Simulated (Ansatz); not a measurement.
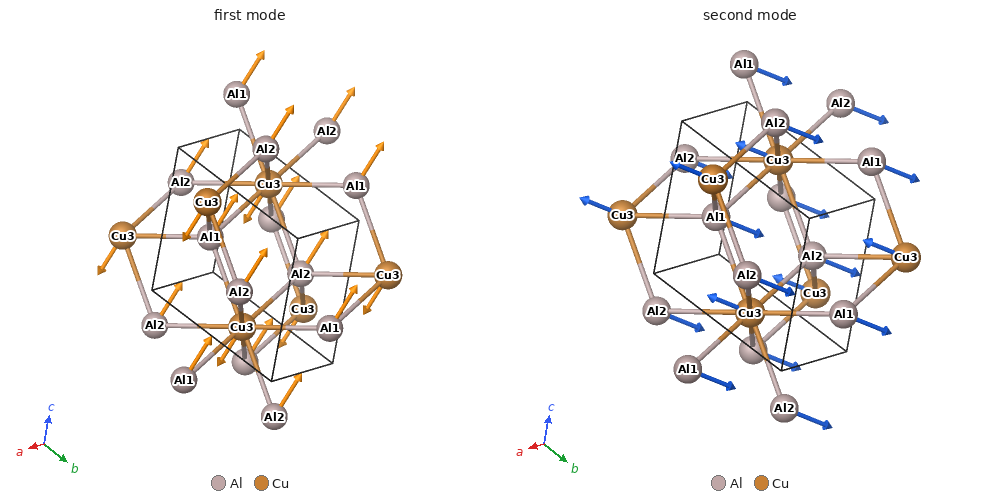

The system is Al₂Cu (Fm-3m, No. 225; 3 atoms in the cell); the picture shows the reference structure; its two panels give the patterns of the first and the second mode as arrows. The energy is mapped over two normal modes frozen in (zone-centre modes of the 3-atom cell of this scan). The first coordinate is: amplitude of mode 4 (256 cm⁻¹), largest displacement; the second: amplitude of mode 5 (256 cm⁻¹), largest displacement. Nothing is relaxed (the cell and all other modes fixed). Grid: 7 × 7 points; 10 points were computed and 39 follow by symmetry. Points are written as (first, second). Energies: meV per cell, counted from the lowest grid point. Level of theory: DFT PBE, scalar-relativistic, plane waves, PAW (Ansatz). Settings: cutoff 520 eV, k-mesh 14×14×14, gaussian smearing 0.15 eV, no spin polarisation.

Its coordinates:

```yaml
crystal:
  lattice:
    - [-2.04460, 2.04460, 2.89140]
    - [2.04460, -2.04460, 2.89140]
    - [2.04460, 2.04460, -2.89140]
  atoms:
    - { symbol: Al, position: [0.75000, 0.25000, 0.50000] }
    - { symbol: Al, position: [0.25000, 0.75000, 0.50000] }
    - { symbol: Cu, position: [0.50000, 0.50000, 0.00000] }
```

Range: amplitude of mode 4 (256 cm⁻¹), largest displacement from −0.112 to 0.112 Å; amplitude of mode 5 (256 cm⁻¹), largest displacement from −0.112 to 0.112 Å.

**What landscape does the calculation give?**

The lowest grid point is at (0.000 Å, 0.000 Å). It is the only kind of minimum in the scanned range. The highest grid point, (−0.112 Å, −0.112 Å), lies 318 meV above the lowest.

```csv
"second ↓, first →",−0.112,−0.075,−0.037,0.000,0.037,0.075,0.112
0.112,318,225,168,150,168,225,318
0.075,225,137,84,67,84,137,225
0.037,168,84,34,17,34,84,168
0.000,150,67,17,0,17,67,150
−0.037,168,84,34,17,34,84,168
−0.075,225,137,84,67,84,137,225
−0.112,318,225,168,150,168,225,318
```

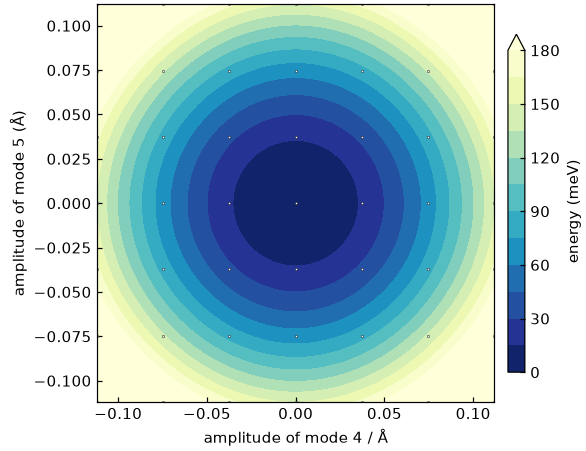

Drawn: filled contours, dots at the grid points, one colour for all values above the top of the scale. Between grid points the surface is interpolated.

The whole map (10 points run) took 9.8 min on 2 threads of Arm Neoverse N1, on a shared host.

PAW datasets: the set soft_1.
